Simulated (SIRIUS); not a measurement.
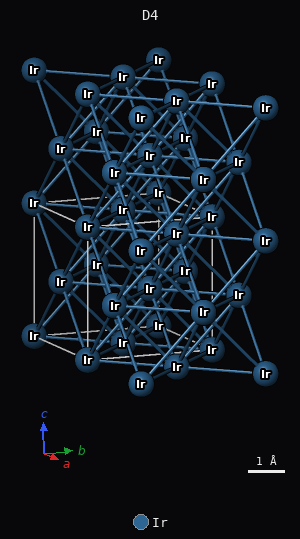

Crystalline Ir (set up in Fm-3m), relaxed (cell and atoms) with several dispersion corrections. The picture shows the result with D4. Style: ball-and-stick. Shown: the conventional cell (4 times the calculation's cell), repeated 2 × 1 × 2 with one cell outlined, slightly off an axis. Lengths and directions refer to the drawn axes.

Computed with SIRIUS 7.10.0: RPBE, dojo-sr-pbe-0.4.1-standard. (plane-wave cutoff 937.3 eV; k-point mesh 8 × 8 × 8; occupations fermi-dirac; smearing width 0.05 eV; optimiser BFGS; no spin polarisation)

```json
{"dispersion correction": "D4", "volume (Å³/atom)": "13.979", "a (Å)": "3.824"}
{"dispersion correction": "none", "volume (Å³/atom)": "14.692", "a (Å)": "3.888"}
{"dispersion correction": "D3", "volume (Å³/atom)": "14.191", "a (Å)": "3.843"}
{"dispersion correction": "D3(BJ)", "volume (Å³/atom)": "?", "a (Å)": "?"}
```

One row is withheld. What does the calculation give there?

Answer. With D3(BJ) the volume is the smallest of the series, below D4 (13.979). The calculation gives 12.998 Å³/atom (a = 3.732 Å). In order of volume: D3(BJ) < D4 < D3 < none; the spread is 13.0 %.

Each member starts from this one structure; whether another phase lies lower wasn't checked.
